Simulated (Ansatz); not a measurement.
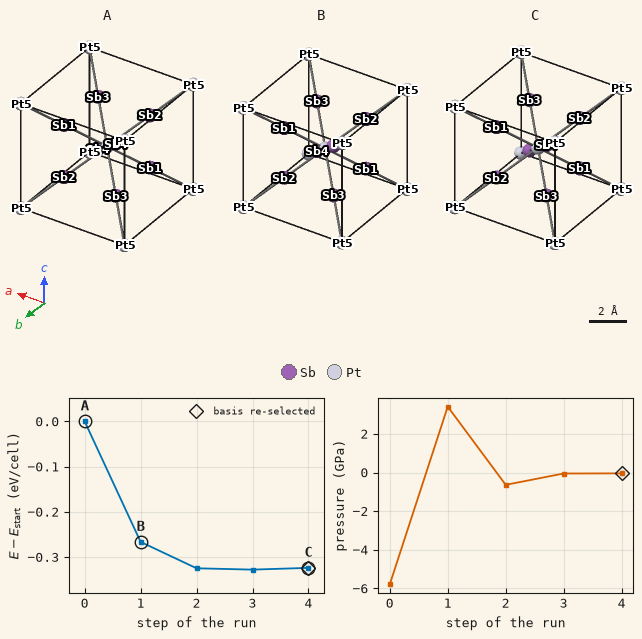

Frames of a relaxation of solid Sb4Pt (a generated structure, set up in Im-3m) (coarse preliminary run), marked on the history of the run. Style: ball-and-stick. Shown: the conventional cell (2 times the calculation's cell), from a free direction. Lengths and directions refer to the drawn axes.

The calculation used Ansatz, DFT PBE, scalar-relativistic, plane waves, PAW. Set-up: plane-wave cutoff 420 eV; k-point mesh 4 × 4 × 4; occupations gaussian; smearing width 0.1 eV; no spin polarisation; cell and atoms relaxed; force threshold 0.04 eV/Å; at most 70 steps.

**What happens along the run?**

The energy falls by 0.324 eV per cell of the calculation in 3 accepted moves (4 points after the start). All forces vanish by symmetry, so only the cell relaxes. The pressure goes from −5.79 to −0.04 GPa. At 1 point the geometry stayed and the basis and grid were re-selected for the new cell (energy shift of 3.9 meV per cell of the calculation at most each time). No atom moves by more than 0.005 Å relative to the cell. The volume changes by −10.2 %, with a = b = c 6.802 → 6.563 Å (−3.5 %). Some distances before and after: Sb1–Pt5 2.946 → 2.842 Å. The space group stays Im-3m (No. 229). From step 0 to 1: volume −14.2 %, energy −0.266 eV per cell of the calculation. From step 1 to 4: volume +4.6 %, energy −57.4 meV per cell of the calculation.
